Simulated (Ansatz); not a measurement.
# Al in Au(111), 2x2: scattering by a point defect

Aim: the resistance that Al in Au(111), 2x2 adds to the host.

Main program and level: Ansatz 0.2.0; Ansatz plane-wave DFT, PBE, PAW files; ballistic transport by layer matching (Landauer), zero bias; PAW set soft_1.

## (1) The structure

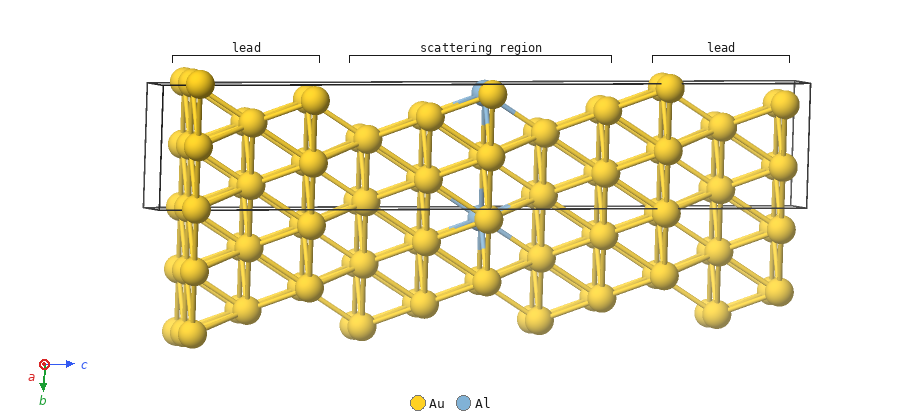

Start, viewed from the side, with the c axis across the page; gold yellow, aluminium light blue. 1×2×1 cells are drawn. Some periodic images of atoms are drawn too.

The cell holds 44 atoms: 43 Au and 1 Al. Its edges and angles: a = 5.768 Å, b = 5.768 Å, c = 25.954 Å, α = 86.8°, β = 93.2°, γ = 120.0°. It derives from Au. Regions: lead, 24 atoms (24 Au); scattering region, 20 atoms (19 Au and 1 Al). The structure is stacked along c, and the current runs across the ab planes.

## (2) Transmission at ideal sites

The defect sits in one plane of the supercell, all atoms on ideal sites; the layers about the cell's end are the lead. The mesh across the current, 12×12, is finer than the density's, because channels open and close sharply across the zone. Energies from -0.1 to 0.1 eV in steps of 0.05 eV are too few for the program's thermal sum, so it prints no conductance; for a metal the transmission near the Fermi level serves, at a fraction of the cost.

input.yaml reads:

```yaml
crystal:
  lattice:
    - [5.7675164607, 0.0, 0.0]
    - [-2.8837582304, 4.9948157718, 0.0]
    - [-1.4418791152, 0.8324692953, 25.9003660885]
  atoms:
    - { symbol: Au, position: [0.0075757576, 0.9924242424, 0.0454545455] }
    - { symbol: Au, position: [0.0075757576, 0.4924242424, 0.0454545455] }
    - { symbol: Au, position: [0.5075757576, 0.9924242424, 0.0454545455] }
    - { symbol: Au, position: [0.5075757576, 0.4924242424, 0.0454545455] }
    - { symbol: Au, position: [0.1893939394, 0.3106060606, 0.1363636364] }
    - { symbol: Au, position: [0.1893939394, 0.8106060606, 0.1363636364] }
    - { symbol: Au, position: [0.6893939394, 0.3106060606, 0.1363636364] }
    - { symbol: Au, position: [0.6893939394, 0.8106060606, 0.1363636364] }
    - { symbol: Au, position: [0.3712121212, 0.1287878788, 0.2272727273] }
    - { symbol: Au, position: [0.3712121212, 0.6287878788, 0.2272727273] }
    - { symbol: Au, position: [0.8712121212, 0.1287878788, 0.2272727273] }
    - { symbol: Au, position: [0.8712121212, 0.6287878788, 0.2272727273] }
    - { symbol: Au, position: [0.053030303, 0.946969697, 0.3181818182] }
    - { symbol: Au, position: [0.053030303, 0.446969697, 0.3181818182] }
    - { symbol: Au, position: [0.553030303, 0.946969697, 0.3181818182] }
    - { symbol: Au, position: [0.553030303, 0.446969697, 0.3181818182] }
    - { symbol: Au, position: [0.2348484848, 0.2651515152, 0.4090909091] }
    - { symbol: Au, position: [0.2348484848, 0.7651515152, 0.4090909091] }
    - { symbol: Au, position: [0.7348484848, 0.2651515152, 0.4090909091] }
    - { symbol: Au, position: [0.7348484848, 0.7651515152, 0.4090909091] }
    - { symbol: Al, position: [0.4166666667, 0.0833333333, 0.5] }
    - { symbol: Au, position: [0.4166666667, 0.5833333333, 0.5] }
    - { symbol: Au, position: [0.9166666667, 0.0833333333, 0.5] }
    - { symbol: Au, position: [0.9166666667, 0.5833333333, 0.5] }
    - { symbol: Au, position: [0.0984848485, 0.9015151515, 0.5909090909] }
    - { symbol: Au, position: [0.0984848485, 0.4015151515, 0.5909090909] }
    - { symbol: Au, position: [0.5984848485, 0.9015151515, 0.5909090909] }
    - { symbol: Au, position: [0.5984848485, 0.4015151515, 0.5909090909] }
    - { symbol: Au, position: [0.2803030303, 0.2196969697, 0.6818181818] }
    - { symbol: Au, position: [0.2803030303, 0.7196969697, 0.6818181818] }
    - { symbol: Au, position: [0.7803030303, 0.2196969697, 0.6818181818] }
    - { symbol: Au, position: [0.7803030303, 0.7196969697, 0.6818181818] }
    - { symbol: Au, position: [0.4621212121, 0.0378787879, 0.7727272727] }
    - { symbol: Au, position: [0.4621212121, 0.5378787879, 0.7727272727] }
    - { symbol: Au, position: [0.9621212121, 0.0378787879, 0.7727272727] }
    - { symbol: Au, position: [0.9621212121, 0.5378787879, 0.7727272727] }
    - { symbol: Au, position: [0.1439393939, 0.8560606061, 0.8636363636] }
    - { symbol: Au, position: [0.1439393939, 0.3560606061, 0.8636363636] }
    - { symbol: Au, position: [0.6439393939, 0.8560606061, 0.8636363636] }
    - { symbol: Au, position: [0.6439393939, 0.3560606061, 0.8636363636] }
    - { symbol: Au, position: [0.3257575758, 0.1742424242, 0.9545454545] }
    - { symbol: Au, position: [0.3257575758, 0.6742424242, 0.9545454545] }
    - { symbol: Au, position: [0.8257575758, 0.1742424242, 0.9545454545] }
    - { symbol: Au, position: [0.8257575758, 0.6742424242, 0.9545454545] }
kpoints:
  mp_grid: { grid: [5, 5, 1] }
hamiltonian:
  xc: pbe
  pseudopotentials: { kind: paw, azcp: { folder: soft_1 } }
scf:
  occupations: { method: fermi_dirac, width: 0.1 }
output:
  transmission: { leads: [[0, 4]], kmesh: [12, 12], e_range: [-0.1, 0.1], de: 0.05 }
  write_potential: true
  write_density: true
  volumetric_format: npy
  elf: true
```

Run with:

```
$ ansatz run input.yaml --threads 4 --pin off --max-ram 15360MiB --backend cpu --events-out ev --progress --plain --runs-dir out
```

Numbers of over 12 decimals in the logs are rounded to 6 here.

The log of the run:

```text
Engine: ansatz 0.2.0, aarch64-unknown-linux-gnu
Pseudopotentials: kind: paw
Pseudopotential: Au, paw, valence charge 19, recommended cutoff 420 eV (normal), soft_1/Au.paw.azcp
Pseudopotential: Al, paw, valence charge 3, recommended cutoff 420 eV (normal), soft_1/Al.paw.azcp
Functional definition: PBE
  parameter kappa = 0.804
  parameter beta = 0.066725
  exchange = pbe_x(kappa = kappa, mu = beta*pi^2/3)
  correlation = pbe_c(beta = beta)
Crystal: 44 atoms, lattice volume = 746.130 Å³
Basis set: ecut = 420 eV, 14649 PW (Γ)
Bands: 492, of which v1, the nominal top of the filled ones, is band 410 counted from 1 (409 counted from 0)
Symmetry: 4 space group operations
Space group: C2/m (ITA 12), of the structure as read, at distance tolerance 9.1e-5 Å
k-points: 9 of 25
Non-local potential: Au, projectors of the file, l = 0: 3, l = 1: 2, l = 2: 2, l = 3: 1
Non-local potential: Al, projectors of the file, l = 0: 2, l = 1: 2, l = 2: 1
PAW form: soft (Blöchl's): semilocal exchange-correlation on the pseudo side does not see the compensation charge
PAW one-centre angular grid: Au, 590 points (default); XC on 64 Gauss nodes
PAW one-centre angular grid: Al, 110 points (default); XC on 64 Gauss nodes
Initial density: superposition of atomic densities (chi_scale 0.1, normalization cell, long waves 27 % of neutral atoms (reshape's long-wave potential 1.27 eV rms, cloud 2.57 Å wide))
Initial wavefunctions: pseudopotential atomic-orbital guess
Functional: x = pbe(κ = 0.804, μ = 0.219515), c = pbe(β = 0.066725)
SCF iter   1: F=—  HF=-566059.055831 eV  |F-HF|=—  |Δ(HF+E_count)|=         —  Δρ=7.65e-2  dr2=4.85e2  ethr=3.10e-3  ⟨swp⟩=4.3  Hψ=13333  notcnv=0  defer=124
preconditioner: auto → Kerker (q_TF=auto, 2.772 Å⁻¹)  [metal: Δε(μ)=0.062 eV  Ē_g=9.901 eV  σ=0.100 eV  W_gap=0.15  n_scr=292 (ndim 8)  ℏωp=29.7 eV  f_vac=0.000  D(μ)=11.12/eV (n_scr^D=66)]
SCF iter   2: F=—  HF=-566047.577044 eV  |F-HF|=—  |Δ(HF+E_count)|=    1.15e1  Δρ=4.30e-2  dr2=3.11e2  ethr=3.10e-3  ⟨swp⟩=3.0  Hψ=7262  notcnv=0  defer=502
SCF iter   3: F=—  HF=-566040.046567 eV  |F-HF|=—  |Δ(HF+E_count)|=    7.53e0  Δρ=9.51e-3  dr2=4.14e1  ethr=3.10e-3  ⟨swp⟩=3.0  Hψ=11357  notcnv=0  defer=506
SCF iter   4: F=—  HF=-566039.330489 eV  |F-HF|=—  |Δ(HF+E_count)|=   7.16e-1  Δρ=4.83e-3  dr2=5.67e0  ethr=3.10e-3  ⟨swp⟩=1.1  Hψ=5095  notcnv=0  defer=505
SCF iter   5: F=—  HF=-566039.207225 eV  |F-HF|=—  |Δ(HF+E_count)|=   1.23e-1  Δρ=1.70e-3  dr2=6.76e-2  ethr=6.92e-4  ⟨swp⟩=1.4  Hψ=3925  notcnv=0  defer=505
SCF iter   6: F=—  HF=-566039.208696 eV  |F-HF|=—  |Δ(HF+E_count)|=   1.47e-3  Δρ=4.83e-4  dr2=6.05e-3  ethr=8.25e-6  ⟨swp⟩=1.0  Hψ=4437  notcnv=0  defer=510
SCF iter   7: F=—  HF=-566039.208592 eV  |F-HF|=—  |Δ(HF+E_count)|=   1.03e-4  Δρ=1.44e-4  dr2=5.04e-4  ethr=7.38e-7  ⟨swp⟩=1.9  Hψ=4756  notcnv=0  defer=510
SCF iter   8: F=—  HF=-566039.208541 eV  |F-HF|=—  |Δ(HF+E_count)|=   5.14e-5  Δρ=4.69e-5  dr2=5.11e-5  ethr=6.15e-8  ⟨swp⟩=2.0  Hψ=6045  notcnv=0  defer=510
SCF iter   9: F=—  HF=-566039.209427 eV  |F-HF|=—  |Δ(HF+E_count)|=   8.86e-4  Δρ=1.16e-5  dr2=5.43e-6  ethr=6.23e-9  ⟨swp⟩=2.0  Hψ=5918  notcnv=0  defer=510
SCF iter  10: F=—  HF=-566039.209427 eV  |F-HF|=—  |Δ(HF+E_count)|=   4.38e-7  Δρ=3.87e-6  dr2=1.06e-6  ethr=6.62e-10  ⟨swp⟩=2.0  Hψ=4913  notcnv=0  defer=510
SCF iter  11: F=—  HF=-566039.209427 eV  |F-HF|=—  |Δ(HF+E_count)|=   6.41e-8  Δρ=1.49e-6  dr2=1.81e-7  ethr=1.29e-10  ⟨swp⟩=2.0  Hψ=3976  notcnv=0  defer=510
SCF iter  12: F=-566039.209427 eV  HF=-566039.209427 eV  |F-HF|=1.97e-8  |Δ(HF+E_count)|=   1.50e-8  Δρ=5.87e-7  dr2=2.09e-8  ethr=1.22e-11  ⟨swp⟩=9.3  Hψ=17159  notcnv=0
SCF 1 converged in 12 iterations: F = -566039.209427 eV  dr2 = 2.09e-8
  greatest PAW one-centre occupation: 1.000 electrons in one spin orbital (limit 2), on the Au atom at site 23 (counted from 0), in its partial waves of l = 0
transmission: 163 of 1591 steps passed
transmission: 319 of 1591 steps passed
[...]
transmission: 1591 of 1591 steps passed
SCF converged after 12 iterations
Free energy (F): -566039.209427 eV
Harris-Foulkes:  -566039.209427 eV  (|F-HF|=1.97e-8)
Internal energy: -566038.691370 eV  (E = F + TS)
E sigma→0 (E₀):  -566038.950399 eV
Entropy (-TS):   -0.518057 eV (-11.774 meV/atom)
Fermi energy:    20.445548 eV
--- Per-component energies (eV) ---
  E_band       = -9053.328793
  E_kinetic    = 24892.547561
  E_local      = -77476.687987  (includes V_loc(G=0)·N_el)
  E_nonlocal   = 4221.884819
  E_hartree    = 33815.793573
  E_xc         = -9307.700834
  E_vxc        = -11289.622736  (∫ρ·V_xc dr)
  E_paw        = -418926.364835  (= ΣΔE_a)
  E_vpaw       = -17033.122609  (= ΣTr[D̂ρ^β])
  E_aug_tail   = 0.073318  (compensation charges beyond the density's cutoff)
  E_ewald      = -123258.236985
  E_smearing   = -0.518057  (= −TS)
  E_closure    = 0.000000  (closes the sum)
  Σ components = -566039.209427   (vs F -566039.209427, Δ=0.00e0)
--- Band table (eV; the first three rows and the last of 9) ---
  k-point 0: bands = [... 406 lower, 20.5366, 20.6446, 20.8478, 20.8867, 21.0176, 21.0412, 21.1307, 21.1817, ... 78 higher]
  k-point 1: bands = [... 406 lower, 20.0942, 20.2316, 20.2748, 20.3516, 20.3876, 20.4641, 20.4915, 20.5765, ... 78 higher]
  k-point 2: bands = [... 406 lower, 20.1970, 20.2154, 20.2741, 20.3651, 20.4158, 20.6184, 20.6968, 20.8072, ... 78 higher]
  k-point 8: bands = [... 406 lower, 20.1772, 20.1868, 20.2444, 20.2470, 20.4877, 20.5000, 20.5699, 20.5814, ... 78 higher]
--- Transmission ---
  basis      : 253 plane waves across, 37 finite elements along
  points     : 43, standing for a mesh of 12 x 12
  energies   : 5 from -0.100000 to 0.100000 eV about the Fermi level, 0.050000 eV apart; the leads are filled to 0.000000 eV, and channels, transmission and decay are at 0.000000 eV
  crystal 0  : Au4, at the sites [0, 4], period 2.3546 Å, over 23.55 Å; its Hamiltonian steps by up to 5.9 meV
    offset         : up to 0.0000 Å between an atom of the period and one for which it stands
    channels       : 3.187500e0 a spin
    conductance    : none, the energies end too early or step too widely for 300 K: set another output.transmission.e_range or a lower de, or, where they end at an eighth of basis.ecutwfc, a higher one
  junction   : crystal 0 to crystal 0, 0.70 to 24.24 Å
    transmission   : 2.895417e0 a spin
    conductance    : none, the energies end too early or step too widely for 300 K: set another output.transmission.e_range or a lower de, or, where they end at an eighth of basis.ecutwfc, a higher one
```

Run time: 9.9 min. Hardware: 4 threads of Arm Neoverse V1, shared host; peak memory 6.4 GiB.

The column dr2 measures how far the density is from self-consistency, as an energy; F and HF (Harris–Foulkes) agree once it is small.

This step gave:

| Quantity | Value |
| --- | --- |
| free energy | -566039.2094 eV |
| energy at zero smearing | -566038.9504 eV |
| Fermi energy | 20.45 eV |
| cell area | 28.81 Å² |
| transmission per spin nearest the Fermi level | 2.895 |
| open channels per spin nearest the Fermi level | 3.188 |
| step of the lead's potential | 5.9 meV |

Per spin. The transmission, zone mean by energy, zero at the Fermi level:

| energy (eV) | transmission, zone mean |
| --- | --- |
| -0.1000 | 2.89 |
| -0.0500 | 2.89 |
| 0.0000 | 2.90 |
| 0.0500 | 2.90 |
| 0.1000 | 2.90 |

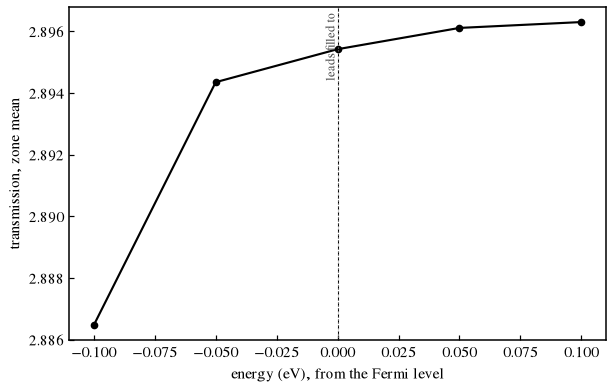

Transmission, zone mean, plotted against energy.

Per spin. Open channels, zone mean, lead against energy, zero at the Fermi level:

| energy (eV) | open channels, zone mean, lead |
| --- | --- |
| -0.1000 | 3.19 |
| -0.0500 | 3.19 |
| 0.0000 | 3.19 |
| 0.0500 | 3.19 |
| 0.1000 | 3.15 |

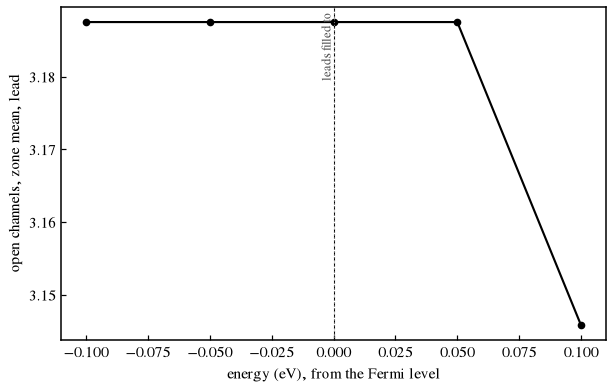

Open channels, zone mean, lead, plotted against energy.

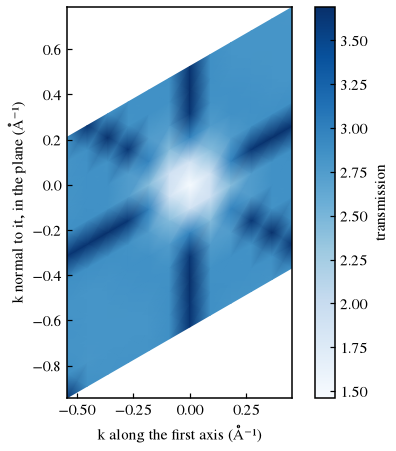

Transmission over k1 and k2. At 0.0000 eV from the Fermi level.

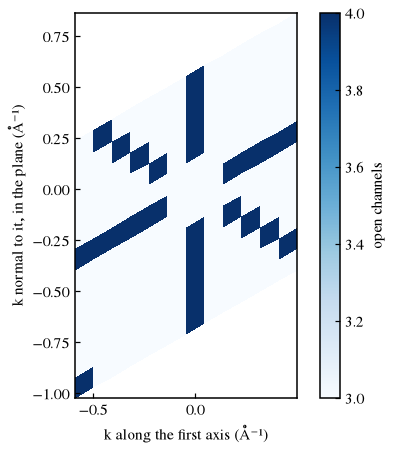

Open channels over k1 and k2. At 0.0000 eV from the Fermi level.

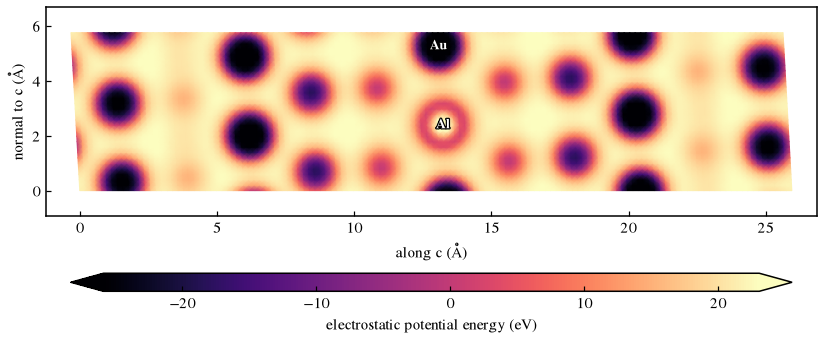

Electrostatic potential energy in the ca plane at fractional y = 0.083, with atoms of Al and Au within 0.2 Å of it. With pseudopotentials it is smooth inside the atoms' cores, unlike the true potential.

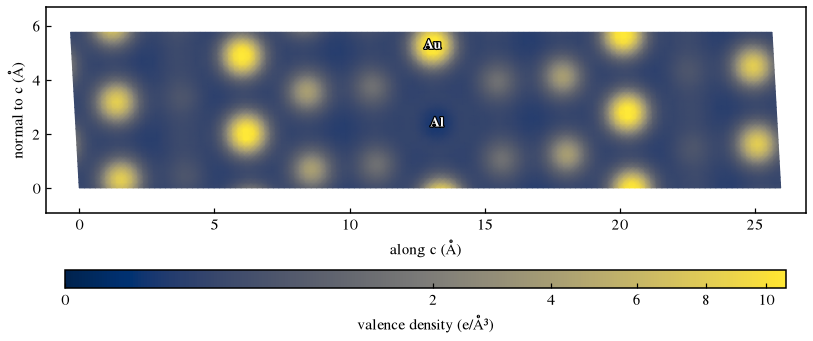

Valence density in the ca plane at fractional y = 0.083, with atoms of Al and Au within 0.2 Å of it. It is the smooth field of the valence electrons, not physical close to the nuclei. The colour scale is stretched toward low values.

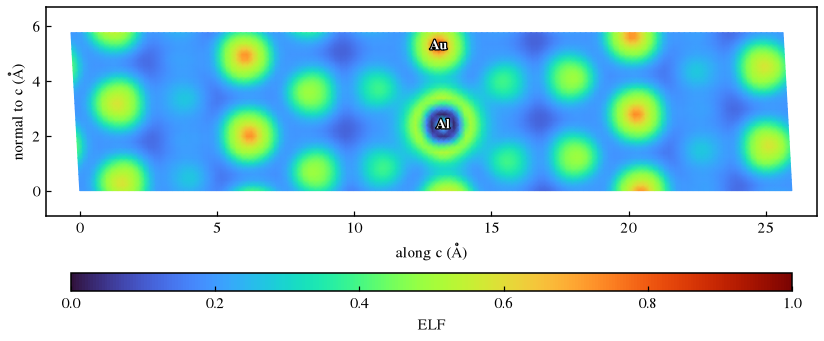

ELF in the ca plane at fractional y = 0.083, with atoms of Al and Au within 0.2 Å of it. It is the smooth field of the valence electrons, not physical close to the nuclei.

Over the solved energies the transmission per spin lies between 2.89 and 2.90, out of 3.18 channels of the lead on average (up to 3.19).

## (3) Resistance at ideal sites

This step: Ansatz plane-wave DFT, PBE, PAW files; ballistic transport by layer matching (Landauer), zero bias; area resistance of the defect plane and resistivity an atomic per cent; PAW set soft_1 (Ansatz 0.2.0).

This step gave:

* area resistance: 0.1177 fΩ m²
* T over the leads' mean channel count: 0.9083
* resistivity per at.% scaled from this dense plane, with the factor 3/4 for isotropic scattering: 1.500 µΩ cm

Averaged over the energies near the Fermi level, 90.8 % of the channels pass, which makes 0.118 fΩ m².

By hand, with T and the leads' channels N averaged over the energies near the Fermi level: RA = A (h/2e²)(1/T − 1/N) = 28.81×10⁻²⁰ m² × 12 906 Ω × (1/2.895 − 1/3.188) = 0.118 fΩ m². Per atomic per cent: RA × A / V_atom × 0.01 × 3/4 = 1.50 µΩ cm, with the host's V_atom = 16.96 Å³.

## (4) Summary of results

```yaml
share_of_channels_that_pass_rigid: 0.908
area_resistance_rigid: 0.118 fΩ m²
resistivity_per_at_from_the_area_resistance_times_3_over_4_rigid: 1.50 µΩ cm
```

The plane of defects adds 0.12 fΩ m². Scaled to one atomic per cent that is 2.0 µΩ cm as it stands and 1.5 with the factor 3/4 for isotropic scattering on a spherical Fermi surface. These are rough estimates of the dilute value, not bounds. One Al in each 2x2 cell reflects 9.2 % of the lead's channels. The defects form a dense periodic sheet that scatters coherently, unlike a dilute random alloy. T and N are means over the solved energies nearest the Fermi level. Spin-orbit coupling is left out, which matters for Au.

[Logs are printed without paths, hosts, clocks, repeated set-up lines and the standing remarks that a program may print on its own settings, such as how far it seeks lower states.]

[Hosts, paths, dates, database ids (printed as entryN), source tags and the programs' standing remarks are cut or masked in the printed files.]
